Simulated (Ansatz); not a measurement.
## Run report: Al$_{2}$Cu, geometry relaxation (part 1 of 2)

Al$_{2}$Cu (P1, 3 atoms in the cell), computed with DFT PBEsol, scalar-relativistic, plane waves, PAW, no spin polarisation (Ansatz 0.2.0).

The structure derives from a Materials Project entry. It belongs to a series of runs on one base structure; here: cure: more steps. Figures and captions count atoms from 1; the log counts them from 0 in places.

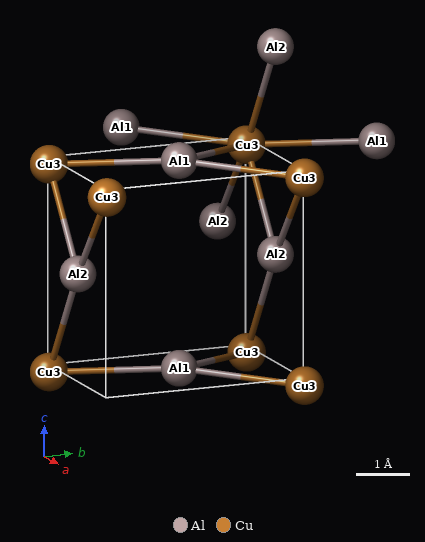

The starting structure (ball-and-stick view of the cell of the calculation, set on other vectors, seen slightly off an axis; bonded neighbours outside the cell are drawn too; atoms are numbered from 1 in the order of the input). An atom can appear more than once, as a periodic image.

Results in brief:

| quantity | value |
| --- | --- |
| outcome | converged |
| space group (tolerance 0.01 Å) | P1 (1) → P4/mmm (123) |
| electrons treated | 25 |
| free energy | −7637.9574 eV |
| Fermi energy | 9.694 eV |
| gap on the k-point mesh | none (metallic) |
| pressure | −0.01 GPa |
| final volume | 47.53 Å³ |
| largest force (length of the vector) at the end | under 0.001 eV/Å |
| final cell | a = 4.124 Å, b = 4.124 Å, c = 2.795 Å, α = 90.00°, β = 90.00°, γ = 89.99° |
| hardware | 1 thread of Intel Xeon @ 2.50GHz (Skylake/Cascade Lake), 192 GiB of memory available, shared host |
| wall time | 98 s |
| peak memory | 0.5 GiB |

The input:
```yaml
crystal:
  lattice:
    - [4.105182, 0.0, 0.0]
    - [0.0, 4.105182, 0.0]
    - [0.0, 0.0, 2.891313]
  atoms:
    - { symbol: Al, position: [0.5166496157, 0.0136165787, 0.5050751731] }
    - { symbol: Al, position: [0.0062199064, 0.5144214409, 0.4969152411] }
    - { symbol: Cu, position: [-0.0109561314, -0.0260262672, 0.0572405625] }
basis:
  ecutwfc: 420
kpoints:
  mp_grid: { grid: [6, 6, 8] }
hamiltonian:
  xc: pbesol
scf:
  occupations: { method: gaussian, width: 0.1 }
output:
  forces: true
  stress: true
  eigenvalues: true
relax:
  adjacent_minimum: "off"
  f_tol: 0.005
  max_steps: 100
  cell: { stress_tol: 0.05 }
```

Run as:
```bash
ansatz run input.yaml --threads 1 --pin off --max-ram 2560MiB --backend cpu --events-out ev --progress --plain --runs-dir out
```

The program's output:
```
Engine: ansatz 0.2.0, x86_64-unknown-linux-gnu
Pseudopotentials: kind: paw
Pseudopotential: Al, paw, valence charge 3, recommended cutoff 420 eV (normal), Al.paw.azcp
Pseudopotential: Cu, paw, valence charge 19, recommended cutoff 420 eV (normal), Cu.paw.azcp
Functional definition: PBEsol
  exchange = pbesol_x
  correlation = pbesol_c
Crystal: 3 atoms, lattice volume = 48.726 Å³
Basis set: ecut = 420 eV, 945 PW (Γ), exchange–correlation on 60×60×40 points (8 copies of the dense FFT grid, shifted against one another)
Bands: 17, of which v1, the nominal top of the filled ones, is band 13 counted from 1 (12 counted from 0)
Symmetry: 1 space group operations
Space group: P1 (ITA 1), of the structure as read, at distance tolerance 3.7e-5 Å
k-points: 148 of 288 (time reversal used)
Non-local potential: Al, projectors of the file, l = 0: 2, l = 1: 2, l = 2: 1
Non-local potential: Cu, projectors of the file, l = 0: 3, l = 1: 2, l = 2: 3, l = 3: 1
PAW form: soft (Blöchl's): semilocal exchange-correlation on the pseudo side does not see the compensation charge
PAW frozen core: Al, regenerated for the run's functional, and the local potential with it (the file was generated under x = pbe(κ = 0.804, μ = 0.2195149727645171), c = pbe(β = 0.06672455060314922))
PAW frozen core: Cu, regenerated for the run's functional, and the local potential with it (the file was generated under x = pbe(κ = 0.804, μ = 0.2195149727645171), c = pbe(β = 0.06672455060314922))
PAW one-centre angular grid: Al, 110 points (default); XC on 64 Gauss nodes
PAW one-centre angular grid: Cu, 590 points (default); XC on 64 Gauss nodes
Initial density: superposition of atomic densities (neutral atoms: chi_scale 0, normalization atom), corrected by the library's trained network
Initial wavefunctions: pseudopotential atomic-orbital guess
Functional: x = pbesol(κ = 0.804, μ = 0.12345679012345678), c = pbesol(β = 0.046)
SCF iter   1: F=—  HF=-7637.727904 eV  |F-HF|=—  |Δ(HF+E_count)|=         —  Δρ=1.20e-2  dr2=4.20e-2  ethr=1.77e-3  ⟨swp⟩=5.2  Hψ=12896  notcnv=0
preconditioner: auto → Kerker (q_TF=auto, 2.441 Å⁻¹)  [metal: Δε(μ)=0.043 eV  Ē_g=8.071 eV  σ=0.100 eV  W_gap=0.24  n_scr=10 (ndim 8)  ℏωp=21.9 eV  f_vac=0.000  D(μ)=1.33/eV (n_scr^D=10)]
SCF iter   2: F=—  HF=-7637.720877 eV  |F-HF|=—  |Δ(HF+E_count)|=   7.03e-3  Δρ=1.25e-3  dr2=8.97e-4  ethr=1.68e-4  ⟨swp⟩=2.1  Hψ=5246  notcnv=0  defer=18
SCF iter   3: F=—  HF=-7637.720411 eV  |F-HF|=—  |Δ(HF+E_count)|=   4.66e-4  Δρ=1.37e-3  dr2=9.44e-4  ethr=3.59e-6  ⟨swp⟩=2.3  Hψ=3977  notcnv=0  defer=18
SCF iter   4: F=—  HF=-7637.720239 eV  |F-HF|=—  |Δ(HF+E_count)|=   1.72e-4  Δρ=5.95e-4  dr2=1.97e-4  ethr=3.59e-6  ⟨swp⟩=1.0  Hψ=2479  notcnv=0  defer=18
SCF iter   5: F=—  HF=-7637.720208 eV  |F-HF|=—  |Δ(HF+E_count)|=   3.13e-5  Δρ=1.50e-4  dr2=1.53e-5  ethr=7.87e-7  ⟨swp⟩=1.3  Hψ=2599  notcnv=0  defer=18
SCF iter   6: F=—  HF=-7637.720170 eV  |F-HF|=—  |Δ(HF+E_count)|=   3.77e-5  Δρ=2.97e-5  dr2=7.21e-7  ethr=6.10e-8  ⟨swp⟩=2.7  Hψ=3654  notcnv=0  defer=18
SCF iter   7: F=-7637.720170 eV  HF=-7637.720170 eV  |F-HF|=1.07e-8  |Δ(HF+E_count)|=   1.49e-7  Δρ=5.38e-6  dr2=2.31e-8  ethr=4.00e-10  ⟨swp⟩=5.5  Hψ=10901  notcnv=0
SCF 1 converged in 7 iterations: F = -7637.720170 eV  dr2 = 2.31e-8
  greatest PAW one-centre occupation: 1.000 electrons in one spin orbital (limit 2), on the Cu atom at site 2 (counted from 0), in its partial waves of l = 0
relax step   1: F+E_penalty+E_count = -7637.72017013 eV  Δ(F+E_penalty+E_count) = +0.000e0 eV  max|allowed force component| = 1.234e0 eV/Å  Δτ_max = 0.0000 Å  P = +0.152 GPa  Ω = 48.726 Å³  (7 SCF iters, dr2 threshold 1.00e-7 eV, accepted)
Crystal: 3 atoms, lattice volume = 47.383 Å³
Basis set: ecut = 420 eV, 927 PW (Γ), exchange–correlation on 60×60×40 points (8 copies of the dense FFT grid, shifted against one another)
Initial density: handed on by an earlier stage of this run
Initial wavefunctions: those handed on with the density
iter 1 solved again at ethr=2.53e-4 eV; its pass at ethr=3.10e-3 eV (dr2=6.33e-2 eV) is discarded
SCF iter   1: F=—  HF=-7637.882017 eV  |F-HF|=—  |Δ(HF+E_count)|=         —  Δρ=1.30e-2  dr2=6.31e-2  ethr=2.53e-4  ⟨swp⟩=1.0  Hψ=14760  notcnv=0
preconditioner: auto → Kerker (q_TF=auto, 2.453 Å⁻¹)  [metal: Δε(μ)=0.005 eV  Ē_g=8.217 eV  σ=0.100 eV  W_gap=0.03  n_scr=10 (ndim 8)  ℏωp=22.2 eV  f_vac=0.000  D(μ)=1.00/eV (n_scr^D=4)]
SCF iter   2: F=—  HF=-7637.871061 eV  |F-HF|=—  |Δ(HF+E_count)|=   1.10e-2  Δρ=4.38e-3  dr2=9.57e-3  ethr=2.52e-4  ⟨swp⟩=2.5  Hψ=3912  notcnv=0
SCF iter   3: F=—  HF=-7637.868075 eV  |F-HF|=—  |Δ(HF+E_count)|=   2.99e-3  Δρ=2.73e-3  dr2=4.17e-3  ethr=3.83e-5  ⟨swp⟩=2.3  Hψ=3769  notcnv=0
SCF iter   4: F=—  HF=-7637.867202 eV  |F-HF|=—  |Δ(HF+E_count)|=   8.72e-4  Δρ=6.00e-4  dr2=1.99e-4  ethr=1.67e-5  ⟨swp⟩=2.5  Hψ=3717  notcnv=0
SCF iter   5: F=—  HF=-7637.867197 eV  |F-HF|=—  |Δ(HF+E_count)|=   5.18e-6  Δρ=9.21e-5  dr2=4.82e-6  ethr=7.94e-7  ⟨swp⟩=2.5  Hψ=3707  notcnv=0
SCF iter   6: F=—  HF=-7637.867199 eV  |F-HF|=—  |Δ(HF+E_count)|=   1.46e-6  Δρ=3.06e-5  dr2=4.93e-7  ethr=1.93e-8  ⟨swp⟩=2.1  Hψ=3681  notcnv=0
SCF iter   7: F=-7637.867199 eV  HF=-7637.867199 eV  |F-HF|=6.92e-9  |Δ(HF+E_count)|=   2.05e-9  Δρ=8.22e-6  dr2=3.48e-8  ethr=1.20e-9  ⟨swp⟩=5.0  Hψ=10699  notcnv=0
SCF 2 converged in 7 iterations: F = -7637.867199 eV  dr2 = 3.48e-8
relax step   2: F+E_penalty+E_count = -7637.86719875 eV  Δ(F+E_penalty+E_count) = -1.470e-1 eV  max|allowed force component| = 7.059e-1 eV/Å  Δτ_max = 0.0533 Å  P = +1.223 GPa  Ω = 47.383 Å³  energy of the carried Pulay correction = +5.176e-4 eV  (7 SCF iters, dr2 threshold 3.00e-7 eV, accepted)
Crystal: 3 atoms, lattice volume = 47.739 Å³
Basis set: ecut = 420 eV, 929 PW (Γ), exchange–correlation on 60×60×40 points (8 copies of the dense FFT grid, shifted against one another)
iter 1 solved again at ethr=2.64e-4 eV; its pass at ethr=3.10e-3 eV (dr2=6.60e-2 eV) is discarded
SCF iter   1: F=—  HF=-7637.980361 eV  |F-HF|=—  |Δ(HF+E_count)|=         —  Δρ=1.70e-2  dr2=6.56e-2  ethr=2.64e-4  ⟨swp⟩=1.1  Hψ=15772  notcnv=0
preconditioner: auto → Kerker (q_TF=auto, 2.449 Å⁻¹)  [metal: Δε(μ)=0.033 eV  Ē_g=8.264 eV  σ=0.100 eV  W_gap=0.18  n_scr=10 (ndim 8)  ℏωp=22.2 eV  f_vac=0.000  D(μ)=1.14/eV (n_scr^D=4)]
SCF iter   2: F=—  HF=-7637.956835 eV  |F-HF|=—  |Δ(HF+E_count)|=   2.35e-2  Δρ=8.88e-3  dr2=1.95e-2  ethr=2.63e-4  ⟨swp⟩=2.0  Hψ=3005  notcnv=0
SCF iter   3: F=—  HF=-7637.949042 eV  |F-HF|=—  |Δ(HF+E_count)|=   7.79e-3  Δρ=2.87e-3  dr2=2.38e-3  ethr=7.82e-5  ⟨swp⟩=2.1  Hψ=4828  notcnv=0
SCF iter   4: F=—  HF=-7637.948409 eV  |F-HF|=—  |Δ(HF+E_count)|=   6.32e-4  Δρ=7.66e-4  dr2=2.83e-4  ethr=9.51e-6  ⟨swp⟩=2.5  Hψ=4376  notcnv=0
SCF iter   5: F=—  HF=-7637.948348 eV  |F-HF|=—  |Δ(HF+E_count)|=   6.13e-5  Δρ=1.10e-4  dr2=7.88e-6  ethr=1.13e-6  ⟨swp⟩=2.4  Hψ=3858  notcnv=0
SCF iter   6: F=—  HF=-7637.948345 eV  |F-HF|=—  |Δ(HF+E_count)|=   2.60e-6  Δρ=3.48e-5  dr2=5.89e-7  ethr=3.15e-8  ⟨swp⟩=2.5  Hψ=4269  notcnv=0
SCF iter   7: F=-7637.948345 eV  HF=-7637.948345 eV  |F-HF|=1.48e-8  |Δ(HF+E_count)|=   7.91e-8  Δρ=7.54e-6  dr2=3.73e-8  ethr=1.20e-9  ⟨swp⟩=6.0  Hψ=12060  notcnv=0
SCF 3 converged in 7 iterations: F = -7637.948345 eV  dr2 = 3.73e-8
relax step   3: F+E_penalty+E_count = -7637.94834538 eV  Δ(F+E_penalty+E_count) = -8.115e-2 eV  max|allowed force component| = 1.739e-2 eV/Å  Δτ_max = 0.1135 Å  P = -0.141 GPa  Ω = 47.739 Å³  energy of the carried Pulay correction = +3.791e-4 eV  (7 SCF iters, dr2 threshold 3.00e-7 eV, accepted)
Crystal: 3 atoms, lattice volume = 47.567 Å³
iter 1 solved again at ethr=6.70e-6 eV; its pass at ethr=3.10e-3 eV (dr2=1.68e-3 eV) is discarded
SCF iter   1: F=—  HF=-7637.958028 eV  |F-HF|=—  |Δ(HF+E_count)|=         —  Δρ=2.00e-3  dr2=1.67e-3  ethr=6.70e-6  ⟨swp⟩=2.2  Hψ=15751  notcnv=0
preconditioner: auto → Kerker (q_TF=auto, 2.451 Å⁻¹)  [metal: Δε(μ)=0.008 eV  Ē_g=8.284 eV  σ=0.100 eV  W_gap=0.05  n_scr=10 (ndim 8)  ℏωp=22.2 eV  f_vac=0.000  D(μ)=0.89/eV (n_scr^D=4)]
SCF iter   2: F=—  HF=-7637.957766 eV  |F-HF|=—  |Δ(HF+E_count)|=   2.62e-4  Δρ=8.92e-4  dr2=4.38e-4  ethr=6.70e-6  ⟨swp⟩=1.9  Hψ=3328  notcnv=0
SCF iter   3: F=—  HF=-7637.957659 eV  |F-HF|=—  |Δ(HF+E_count)|=   1.06e-4  Δρ=6.44e-4  dr2=1.67e-4  ethr=1.75e-6  ⟨swp⟩=2.3  Hψ=3685  notcnv=0
SCF iter   4: F=—  HF=-7637.957628 eV  |F-HF|=—  |Δ(HF+E_count)|=   3.18e-5  Δρ=1.11e-4  dr2=4.63e-6  ethr=6.70e-7  ⟨swp⟩=2.2  Hψ=3553  notcnv=0
iter 5 did not close the SCF: its close was put off for the readings that it lacked (scf_convergence_deferred on its scf_iter line)
SCF iter   5: F=-7637.957627 eV  HF=-7637.957627 eV  |F-HF|=1.53e-7  |Δ(HF+E_count)|=   7.67e-7  Δρ=1.72e-5  dr2=1.41e-7  ethr=1.85e-8  ⟨swp⟩=2.1  Hψ=3646  notcnv=0
SCF iter   6: F=-7637.957627 eV  HF=-7637.957627 eV  |F-HF|=3.82e-11  |Δ(HF+E_count)|=   4.44e-8  Δρ=7.04e-6  dr2=2.12e-8  ethr=5.63e-10  ⟨swp⟩=3.0  Hψ=9514  notcnv=0
SCF 4 converged in 6 iterations: F = -7637.957627 eV  dr2 = 2.12e-8
relax step   4: F+E_penalty+E_count = -7637.95762682 eV  Δ(F+E_penalty+E_count) = -9.281e-3 eV  max|allowed force component| = 1.395e-3 eV/Å  Δτ_max = 0.0035 Å  P = -0.068 GPa  Ω = 47.567 Å³  energy of the carried Pulay correction = +4.458e-4 eV  (6 SCF iters, dr2 threshold 3.00e-7 eV, accepted)
Crystal: 3 atoms, lattice volume = 47.523 Å³
iter 1 solved again at ethr=2.07e-7 eV; its pass at ethr=3.10e-3 eV (dr2=5.17e-5 eV) is discarded
SCF iter   1: F=—  HF=-7637.957761 eV  |F-HF|=—  |Δ(HF+E_count)|=         —  Δρ=3.57e-4  dr2=4.59e-5  ethr=2.07e-7  ⟨swp⟩=2.0  Hψ=14063  notcnv=0
preconditioner: auto → Kerker (q_TF=auto, 2.451 Å⁻¹)  [metal: Δε(μ)=0.027 eV  Ē_g=8.298 eV  σ=0.100 eV  W_gap=0.15  n_scr=10 (ndim 8)  ℏωp=22.2 eV  f_vac=0.000  D(μ)=0.88/eV (n_scr^D=4)]
SCF iter   2: F=—  HF=-7637.957762 eV  |F-HF|=—  |Δ(HF+E_count)|=   1.20e-6  Δρ=1.20e-4  dr2=7.09e-6  ethr=1.84e-7  ⟨swp⟩=2.4  Hψ=3395  notcnv=0
SCF iter   3: F=—  HF=-7637.957760 eV  |F-HF|=—  |Δ(HF+E_count)|=   1.95e-6  Δρ=8.76e-5  dr2=3.45e-6  ethr=2.84e-8  ⟨swp⟩=2.2  Hψ=3536  notcnv=0
SCF iter   4: F=—  HF=-7637.957760 eV  |F-HF|=—  |Δ(HF+E_count)|=   7.29e-7  Δρ=1.98e-5  dr2=1.57e-7  ethr=1.38e-8  ⟨swp⟩=2.4  Hψ=3754  notcnv=0
iter 5 did not close the SCF: its close was put off for the readings that it lacked (scf_convergence_deferred on its scf_iter line)
SCF iter   5: F=-7637.957759 eV  HF=-7637.957760 eV  |F-HF|=5.21e-9  |Δ(HF+E_count)|=   2.59e-8  Δρ=2.87e-6  dr2=5.01e-9  ethr=6.26e-10  ⟨swp⟩=1.3  Hψ=2742  notcnv=0
SCF iter   6: F=-7637.957760 eV  HF=-7637.957760 eV  |F-HF|=1.41e-10  |Δ(HF+E_count)|=   1.95e-9  Δρ=9.44e-7  dr2=5.34e-10  ethr=2.00e-11  ⟨swp⟩=1.9  Hψ=7987  notcnv=0
SCF 5 converged in 6 iterations: F = -7637.957760 eV  dr2 = 5.34e-10
relax step   5: F+E_penalty+E_count = -7637.95775951 eV  Δ(F+E_penalty+E_count) = -1.327e-4 eV  max|allowed force component| = 2.252e-4 eV/Å  Δτ_max = 0.0002 Å  P = +0.009 GPa  Ω = 47.523 Å³  energy of the carried Pulay correction = +4.632e-4 eV  (6 SCF iters, dr2 threshold 1.25e-7 eV, accepted)
Crystal: 3 atoms, lattice volume = 47.530 Å³
iter 1 solved again at ethr=1.03e-8 eV; its pass at ethr=3.10e-3 eV (dr2=2.58e-6 eV) is discarded
```
